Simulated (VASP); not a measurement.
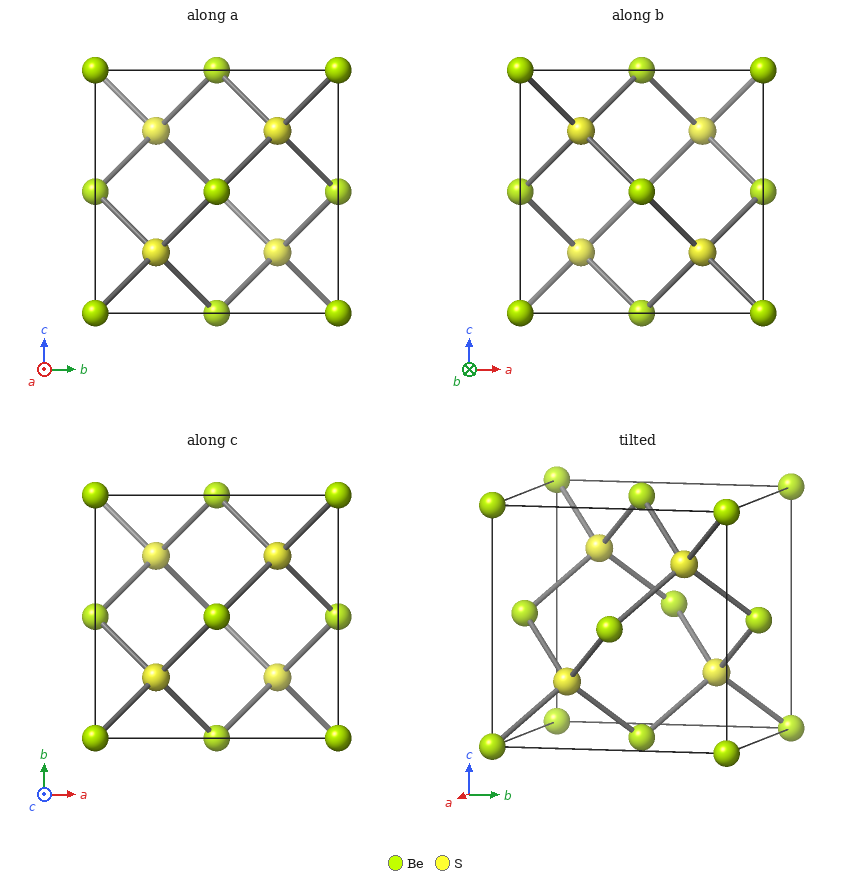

The structure above is drawn in ball-and-stick style and viewed along the a axis, along the b axis, along the c axis and slightly off an axis. The conventional unit cell is outlined; an atom on or near a face, edge or corner is repeated at each equivalent position.

Lattice parameters: a = 4.869 Å, b = 4.869 Å, c = 4.869 Å, α = 90.00°, β = 90.00°, γ = 90.00°. Put a along x and b in the xy plane.

Set out the cell and atoms as a POSCAR file.

Answer.
```
Be S
1.0
     4.869    0.000    0.000
     0.000    4.869    0.000
     0.000    0.000    4.869
Be S
4 4
Direct
  0.0000 0.0000 0.0000
  0.0000 0.5000 0.5000
  0.5000 0.0000 0.5000
  0.5000 0.5000 0.0000
  0.2500 0.2500 0.7500
  0.2500 0.7500 0.2500
  0.7500 0.2500 0.2500
  0.7500 0.7500 0.7500
```

The initial geometry was a structure type filled with these elements by a generator (whether the compound takes this form wasn't checked). Earlier steps of the study may have refined or changed the cell and positions. VASP was used for an electronic-structure calculation on it.

At this level of theory the cell isn't at rest (stretched, at -4 GPa), so its distances can differ from those at equilibrium, the more so the softer the solid.
